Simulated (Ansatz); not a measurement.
**Run report: Ga7N8, nudged elastic band (part 1 of 3)**

- system: Ga7N8 (defect cell, 15 atoms in the cell)
- method: DFT with PBE, PAW plane waves, no spin polarisation (Ansatz 0.2.0)

The structure derives from an entry of the Crystallography Open Database. Figures and captions count atoms from 1; the log counts them from 0 in places.

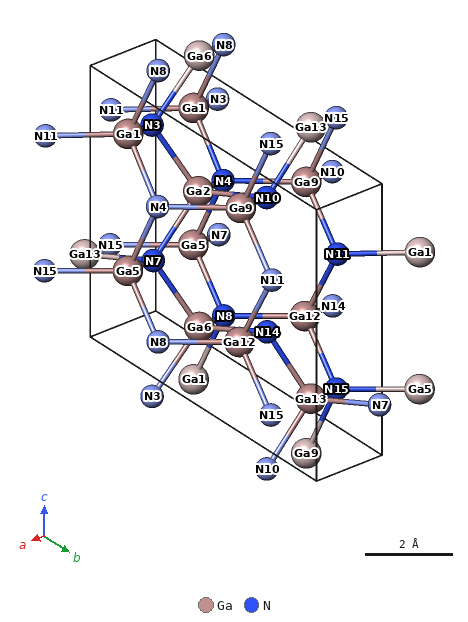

**Figure 1.** The starting structure (ball-and-stick view of the reduced cell, seen slightly off an axis; neighbours outside the cell are drawn fainter; atoms are numbered from 1 in the order of the input). Near neighbours in the crystal (not all of them lie inside the picture): Ga has 4 N at 1.88 to 2.02 Å; N has 3 Ga at 1.91 to 2.01 Å; N has 4 Ga at 1.88 to 2.02 Å.

Input file
```yaml
crystal:
  lattice:
    - [3.17401514, 5.49755549, 0.0]
    - [-3.17401514, 5.49755549, 0.0]
    - [0.0, 0.0, 5.156278]
  atoms:
    - { symbol: Ga, position: [0.16562006, 0.16463683, 0.00656922] }
    - { symbol: Ga, position: [0.33408199, 0.33316487, 0.49612033] }
    - { symbol: "N", position: [0.16094897, 0.17090195, 0.38772528] }
    - { symbol: "N", position: [0.33013363, 0.33342886, 0.88752199] }
    - { symbol: Ga, position: [0.1650792, 0.66907441, 0.00278471] }
    - { symbol: Ga, position: [0.33619024, 0.83276116, 0.50148743] }
    - { symbol: "N", position: [0.16858662, 0.66534921, 0.37975275] }
    - { symbol: "N", position: [0.3338852, 0.8299753, 0.88420146] }
    - { symbol: Ga, position: [0.66322293, 0.17284871, 0.00657298] }
    - { symbol: "N", position: [0.66932832, 0.16732529, 0.38260383] }
    - { symbol: "N", position: [0.83650513, 0.33474424, 0.88300767] }
    - { symbol: Ga, position: [0.65925917, 0.66846038, -0.00054395] }
    - { symbol: Ga, position: [0.83087893, 0.83348747, 0.49781711] }
    - { symbol: "N", position: [0.66945983, 0.66272876, 0.38843581] }
    - { symbol: "N", position: [0.83084372, 0.83535372, 0.8864764] }
kpoints:
  mp_grid: { grid: [3, 3, 3] }
magnetization:
  spin_polarized: false
scf:
  occupations: { method: fermi_dirac, width: 0.05 }
hamiltonian:
  pseudopotentials: { kind: paw }
  xc: pbe
basis:
  ecutwfc: 420
neb:
  images: 3
  relax_end_points: true
  climbing: true
  f_tol: 0.05
  max_iterations: 40
  order_check: false
  final_atoms:
    - { symbol: Ga, position: [0.16562006, 0.16463683, 0.00656922] }
    - { symbol: Ga, position: [0.33408199, 0.33316487, 0.49612033] }
    - { symbol: "N", position: [0.16094897, 0.17090195, 0.38772528] }
    - { symbol: "N", position: [0.33013363, 0.33342886, 0.88752199] }
    - { symbol: Ga, position: [0.1650792, 0.66907441, 0.00278471] }
    - { symbol: Ga, position: [0.33619024, 0.83276116, 0.50148743] }
    - { symbol: "N", position: [0.16858662, 0.66534921, 0.37975275] }
    - { symbol: "N", position: [0.3338852, 0.8299753, 0.88420146] }
    - { symbol: Ga, position: [0.66322293, 0.17284871, 0.00657298] }
    - { symbol: "N", position: [0.66932832, 0.16732529, 0.38260383] }
    - { symbol: "N", position: [0.83650513, 0.33474424, 0.88300767] }
    - { symbol: Ga, position: [0.65925917, 0.66846038, -0.00054395] }
    - { symbol: Ga, position: [0.83353409, 0.33777264, 0.50906108] }
    - { symbol: "N", position: [0.66945983, 0.66272876, 0.38843581] }
    - { symbol: "N", position: [0.83084372, 0.83535372, 0.8864764] }
```

Run as:
```bash
ansatz run input.yaml --threads 4 --pin off --max-ram 8192MiB --backend cpu --events-out ev --progress --plain --runs-dir out
```

The program's output
```
Warning: neb: disabling space-group detection — the band's intermediate images generally break the endpoint symmetry, so no spatial operation reduces the k-mesh or symmetrises the density, except that a semilocal band can use its path's symmetry ahead of convergence; time reversal is kept, so that k and −k are solved as one point where they differ and the mesh holds both, and exact exchange and, on two spinor components, a DFT+U term hold to it where the run has them: on two components no moment then forms, and a state that bears one, which a typed moment (crystal.atoms[].spin; refused beside efield: under a hybrid functional) reaches, can lie lower, under hf by electronvolts; crystal.symmetry.detect: false (a key that needs symmetry detection or time reversal refuses this as the deck is read) with time_reversal: false beside it drops time reversal too
Engine: ansatz 0.2.0, aarch64-unknown-linux-gnu
Pseudopotentials: kind: paw
Pseudopotential: Ga, paw, valence charge 13, recommended cutoff 420 eV (normal), Ga.paw.azcp
Pseudopotential: N, paw, valence charge 5, recommended cutoff 420 eV (normal), N.paw.azcp
Functional definition: PBE
  parameter kappa = 0.804
  parameter beta = 0.06672455060314922
  exchange = pbe_x(kappa = kappa, mu = beta*pi^2/3)
  correlation = pbe_c(beta = beta)
parallel-image band execution: 3 concurrent image workers
NEB image 0
Crystal: 15 atoms, lattice volume = 179.947 Å³
Basis set: ecut = 420 eV, 3533 PW (Γ), exchange–correlation on 90×90×72 points (8 copies of the dense FFT grid, shifted against one another)
Bands: 81, of which v1, the nominal top of the filled ones, is band 66 counted from 1 (65 counted from 0)
Symmetry: 1 space group operations
k-points: 14 of 27 (time reversal used)
Non-local potential: Ga, projectors of the file, l = 0: 2, l = 1: 2, l = 2: 3, l = 3: 1
Non-local potential: N, projectors of the file, l = 0: 2, l = 1: 2, l = 2: 1
PAW form: soft (Blöchl's): semilocal exchange-correlation on the pseudo side does not see the compensation charge
PAW one-centre angular grid: Ga, 590 points (default); XC on 64 Gauss nodes
PAW one-centre angular grid: N, 110 points (default); XC on 64 Gauss nodes
Initial density: superposition of atomic densities (neutral atoms: chi_scale 0, normalization atom), corrected by the library's trained network
Initial wavefunctions: pseudopotential atomic-orbital guess
Functional: x = pbe(κ = 0.804, μ = 0.2195149727645171), c = pbe(β = 0.06672455060314922)
SCF iter   1: F=—  HF=-29552.540958 eV  |F-HF|=—  |Δ(HF+E_count)|=         —  Δρ=5.11e-3  dr2=3.83e-2  ethr=1.77e-3  ⟨swp⟩=6.0  Hψ=3939  notcnv=0  defer=54
preconditioner: auto → LDOS  [metal: Δε(μ)=0.029 eV  Ē_g=16.012 eV  σ=0.050 eV  W_gap=0.14  n_scr=46 (ndim 8)  ℏωp=31.7 eV  f_vac=0.018  D(μ)=8.91/eV (n_scr^D=70)  β→1.0]
SCF iter   2: F=—  HF=-29552.537237 eV  |F-HF|=—  |Δ(HF+E_count)|=   3.72e-3  Δρ=3.11e-3  dr2=2.20e-2  ethr=2.92e-5  ⟨swp⟩=2.0  Hψ=2325  notcnv=0  defer=95
SCF iter   3: F=—  HF=-29552.534135 eV  |F-HF|=—  |Δ(HF+E_count)|=   3.10e-3  Δρ=1.23e-3  dr2=3.07e-3  ethr=1.68e-5  ⟨swp⟩=2.6  Hψ=1820  notcnv=0  defer=95
SCF iter   4: F=—  HF=-29552.534152 eV  |F-HF|=—  |Δ(HF+E_count)|=   1.78e-5  Δρ=1.00e-3  dr2=1.85e-3  ethr=2.34e-6  ⟨swp⟩=2.0  Hψ=1822  notcnv=0  defer=95
SCF iter   5: F=—  HF=-29552.533999 eV  |F-HF|=—  |Δ(HF+E_count)|=   1.54e-4  Δρ=5.74e-4  dr2=6.80e-4  ethr=1.41e-6  ⟨swp⟩=2.2  Hψ=1668  notcnv=0  defer=95
SCF iter   6: F=—  HF=-29552.534040 eV  |F-HF|=—  |Δ(HF+E_count)|=   4.07e-5  Δρ=2.87e-4  dr2=1.75e-4  ethr=5.19e-7  ⟨swp⟩=2.1  Hψ=1858  notcnv=0  defer=95
SCF iter   7: F=—  HF=-29552.534047 eV  |F-HF|=—  |Δ(HF+E_count)|=   7.17e-6  Δρ=1.10e-4  dr2=2.49e-5  ethr=1.33e-7  ⟨swp⟩=2.8  Hψ=1811  notcnv=0  defer=95
SCF iter   8: F=—  HF=-29552.534010 eV  |F-HF|=—  |Δ(HF+E_count)|=   3.71e-5  Δρ=5.31e-5  dr2=5.46e-6  ethr=1.90e-8  ⟨swp⟩=2.9  Hψ=2023  notcnv=0  defer=95
SCF iter   9: F=—  HF=-29552.534010 eV  |F-HF|=—  |Δ(HF+E_count)|=   2.41e-7  Δρ=1.93e-5  dr2=8.29e-7  ethr=4.17e-9  ⟨swp⟩=2.4  Hψ=1789  notcnv=0  defer=95
SCF iter  10: F=—  HF=-29552.534010 eV  |F-HF|=—  |Δ(HF+E_count)|=   9.54e-9  Δρ=7.73e-6  dr2=1.12e-7  ethr=6.33e-10  ⟨swp⟩=2.0  Hψ=1763  notcnv=0  defer=95
SCF iter  11: F=-29552.534010 eV  HF=-29552.534010 eV  |F-HF|=4.99e-9  |Δ(HF+E_count)|=   3.09e-9  Δρ=3.49e-6  dr2=2.18e-8  ethr=7.63e-11  ⟨swp⟩=4.0  Hψ=3771  notcnv=0
SCF 1 converged in 11 iterations: F = -29552.534010 eV  dr2 = 2.18e-8
  greatest PAW one-centre occupation: 0.995 electrons in one spin orbital (limit 2), on the Ga atom at site 4 (counted from 0), in its partial waves of l = 2
NSCF: frozen V_eff on 14 k-points
NEB image 4
SCF iter   1: F=—  HF=-29552.614904 eV  |F-HF|=—  |Δ(HF+E_count)|=         —  Δρ=5.28e-3  dr2=3.80e-2  ethr=1.77e-3  ⟨swp⟩=6.0  Hψ=3961  notcnv=0  defer=54
preconditioner: auto → LDOS  [metal: Δε(μ)=0.008 eV  Ē_g=15.974 eV  σ=0.050 eV  W_gap=0.04  n_scr=46 (ndim 8)  ℏωp=31.7 eV  f_vac=0.022  D(μ)=9.37/eV (n_scr^D=82)  β→1.0]
SCF iter   2: F=—  HF=-29552.610415 eV  |F-HF|=—  |Δ(HF+E_count)|=   4.49e-3  Δρ=3.00e-3  dr2=2.01e-2  ethr=2.90e-5  ⟨swp⟩=2.0  Hψ=2319  notcnv=0  defer=95
SCF iter   3: F=—  HF=-29552.607922 eV  |F-HF|=—  |Δ(HF+E_count)|=   2.49e-3  Δρ=1.47e-3  dr2=4.49e-3  ethr=1.53e-5  ⟨swp⟩=3.0  Hψ=2111  notcnv=0  defer=95
SCF iter   4: F=—  HF=-29552.608156 eV  |F-HF|=—  |Δ(HF+E_count)|=   2.34e-4  Δρ=1.17e-3  dr2=2.53e-3  ethr=3.43e-6  ⟨swp⟩=2.0  Hψ=1533  notcnv=0  defer=95
SCF iter   5: F=—  HF=-29552.607867 eV  |F-HF|=—  |Δ(HF+E_count)|=   2.89e-4  Δρ=6.22e-4  dr2=7.96e-4  ethr=1.93e-6  ⟨swp⟩=2.0  Hψ=1532  notcnv=0  defer=95
SCF iter   6: F=—  HF=-29552.607940 eV  |F-HF|=—  |Δ(HF+E_count)|=   7.30e-5  Δρ=2.80e-4  dr2=1.63e-4  ethr=6.08e-7  ⟨swp⟩=2.1  Hψ=1710  notcnv=0  defer=95
SCF iter   7: F=—  HF=-29552.607967 eV  |F-HF|=—  |Δ(HF+E_count)|=   2.68e-5  Δρ=1.01e-4  dr2=1.95e-5  ethr=1.25e-7  ⟨swp⟩=1.9  Hψ=1223  notcnv=0  defer=95
SCF iter   8: F=—  HF=-29552.607918 eV  |F-HF|=—  |Δ(HF+E_count)|=   4.94e-5  Δρ=4.89e-5  dr2=5.01e-6  ethr=1.49e-8  ⟨swp⟩=2.0  Hψ=1833  notcnv=0  defer=95
SCF iter   9: F=—  HF=-29552.607918 eV  |F-HF|=—  |Δ(HF+E_count)|=   1.14e-7  Δρ=2.02e-5  dr2=8.59e-7  ethr=3.83e-9  ⟨swp⟩=2.2  Hψ=1862  notcnv=0  defer=95
SCF iter  10: F=—  HF=-29552.607918 eV  |F-HF|=—  |Δ(HF+E_count)|=   3.59e-8  Δρ=8.43e-6  dr2=1.43e-7  ethr=6.56e-10  ⟨swp⟩=2.0  Hψ=1674  notcnv=0  defer=95
SCF iter  11: F=-29552.607918 eV  HF=-29552.607918 eV  |F-HF|=1.60e-8  |Δ(HF+E_count)|=   1.31e-8  Δρ=3.82e-6  dr2=3.26e-8  ethr=7.63e-11  ⟨swp⟩=4.0  Hψ=3608  notcnv=0
SCF 2 converged in 11 iterations: F = -29552.607918 eV  dr2 = 3.26e-8
[... from here on the iterations of each SCF are left out, up to the last one ...]
NSCF: frozen V_eff on 14 k-points
NEB end point (image 0): max|allowed force component| = 1.133e0 eV/Å (the criterion of neb.relax_end_points is 1.000e-2)
NEB end point (image 4): max|allowed force component| = 1.217e0 eV/Å (the criterion of neb.relax_end_points is 1.000e-2)
NEB image 0, for its relaxation
Initial density: handed on by an earlier stage of this run
Initial wavefunctions: those handed on with the density
preconditioner: auto → LDOS  [metal: Δε(μ)=0.027 eV  Ē_g=16.020 eV  σ=0.050 eV  W_gap=0.13  n_scr=46 (ndim 8)  ℏωp=31.7 eV  f_vac=0.019  D(μ)=8.91/eV (n_scr^D=70)  β→1.0]
SCF 3 converged in 2 iterations: F = -29552.534010 eV  dr2 = 1.04e-8
NEB image 0, for its relaxation
preconditioner: auto → LDOS  [metal: Δε(μ)=0.004 eV  Ē_g=16.031 eV  σ=0.050 eV  W_gap=0.02  n_scr=46 (ndim 8)  ℏωp=31.7 eV  f_vac=0.027  D(μ)=9.54/eV (n_scr^D=82)  β→1.0]
SCF 4 converged in 11 iterations: F = -29552.855592 eV  dr2 = 1.55e-8
NEB image 0, for its relaxation
preconditioner: auto → LDOS  [metal: Δε(μ)=0.047 eV  Ē_g=16.146 eV  σ=0.050 eV  W_gap=0.23  n_scr=46 (ndim 8)  ℏωp=31.7 eV  f_vac=0.043  D(μ)=7.77/eV (n_scr^D=70)  β→1.0]
SCF 5 converged in 11 iterations: F = -29553.041444 eV  dr2 = 5.44e-8
NEB image 0, for its relaxation
preconditioner: auto → LDOS  [insulator: Δε(μ)=0.113 eV  Ē_g=16.143 eV  σ=0.050 eV  W_gap=0.50  n_scr=46 (ndim 8)  ℏωp=31.7 eV  f_vac=0.047  D(μ)=7.52/eV (n_scr^D=70)  ε∞_Penn≈4.9  β→1.0]
SCF 6 converged in 9 iterations: F = -29553.048921 eV  dr2 = 5.13e-8
NEB image 0, for its relaxation
preconditioner: auto → LDOS  [metal: Δε(μ)=0.091 eV  Ē_g=16.140 eV  σ=0.050 eV  W_gap=0.42  n_scr=46 (ndim 8)  ℏωp=31.7 eV  f_vac=0.046  D(μ)=7.81/eV (n_scr^D=70)  β→1.0]
SCF 7 converged in 6 iterations: F = -29553.049008 eV  dr2 = 4.68e-8
NEB image 0
preconditioner: auto → LDOS  [metal: Δε(μ)=0.092 eV  Ē_g=16.140 eV  σ=0.050 eV  W_gap=0.42  n_scr=46 (ndim 8)  ℏωp=31.7 eV  f_vac=0.046  D(μ)=7.80/eV (n_scr^D=70)  β→1.0]
SCF 8 converged in 2 iterations: F = -29553.049008 eV  dr2 = 2.39e-8
NSCF: frozen V_eff on 14 k-points
NEB end point (image 0): relaxed in 39 SCF iterations, 0.514998 eV lower, largest move of an atom 0.223 Å; not tested for a saddle point
NEB image 4, for its relaxation
preconditioner: auto → LDOS  [metal: Δε(μ)=0.006 eV  Ē_g=15.981 eV  σ=0.050 eV  W_gap=0.03  n_scr=46 (ndim 8)  ℏωp=31.7 eV  f_vac=0.023  D(μ)=9.41/eV (n_scr^D=82)  β→1.0]
SCF 9 converged in 2 iterations: F = -29552.607918 eV  dr2 = 1.32e-8
NEB image 4, for its relaxation
preconditioner: auto → LDOS  [metal: Δε(μ)=0.048 eV  Ē_g=16.010 eV  σ=0.050 eV  W_gap=0.23  n_scr=46 (ndim 8)  ℏωp=31.7 eV  f_vac=0.029  D(μ)=9.82/eV (n_scr^D=94)  β→1.0]
SCF 10 converged in 11 iterations: F = -29552.887413 eV  dr2 = 3.62e-8
NEB image 4, for its relaxation
preconditioner: auto → LDOS  [metal: Δε(μ)=0.039 eV  Ē_g=16.145 eV  σ=0.050 eV  W_gap=0.19  n_scr=46 (ndim 8)  ℏωp=31.7 eV  f_vac=0.043  D(μ)=7.84/eV (n_scr^D=70)  β→1.0]
SCF 11 converged in 11 iterations: F = -29553.042803 eV  dr2 = 2.28e-8
NEB image 4, for its relaxation
preconditioner: auto → LDOS  [metal: Δε(μ)=0.113 eV  Ē_g=16.144 eV  σ=0.050 eV  W_gap=0.50  n_scr=46 (ndim 8)  ℏωp=31.7 eV  f_vac=0.047  D(μ)=7.32/eV (n_scr^D=70)  β→1.0]
SCF 12 converged in 9 iterations: F = -29553.047248 eV  dr2 = 2.93e-8
NEB image 4, for its relaxation
preconditioner: auto → LDOS  [metal: Δε(μ)=0.089 eV  Ē_g=16.139 eV  σ=0.050 eV  W_gap=0.41  n_scr=46 (ndim 8)  ℏωp=31.7 eV  f_vac=0.046  D(μ)=7.86/eV (n_scr^D=70)  β→1.0]
SCF 13 converged in 8 iterations: F = -29553.049010 eV  dr2 = 8.68e-8
NEB image 4
preconditioner: auto → LDOS  [metal: Δε(μ)=0.093 eV  Ē_g=16.140 eV  σ=0.050 eV  W_gap=0.43  n_scr=46 (ndim 8)  ℏωp=31.7 eV  f_vac=0.046  D(μ)=7.79/eV (n_scr^D=70)  β→1.0]
SCF 14 converged in 2 iterations: F = -29553.049010 eV  dr2 = 3.57e-8
NSCF: frozen V_eff on 14 k-points
NEB end point (image 4): relaxed in 41 SCF iterations, 0.441092 eV lower, largest move of an atom 0.194 Å; not tested for a saddle point
NEB image 1
preconditioner: auto → LDOS  [metal: Δε(μ)=0.018 eV  Ē_g=16.077 eV  σ=0.050 eV  W_gap=0.09  n_scr=46 (ndim 8)  ℏωp=31.7 eV  f_vac=0.032  D(μ)=8.33/eV (n_scr^D=70)  β→1.0]
SCF 15 converged in 10 iterations: F = -29548.370972 eV  dr2 = 5.66e-8
NEB image 2
preconditioner: auto → LDOS  [metal: Δε(μ)=0.051 eV  Ē_g=16.139 eV  σ=0.050 eV  W_gap=0.24  n_scr=46 (ndim 8)  ℏωp=31.7 eV  f_vac=0.025  D(μ)=7.96/eV (n_scr^D=70)  β→1.0]
SCF 16 converged in 10 iterations: F = -29540.034880 eV  dr2 = 2.27e-8
```
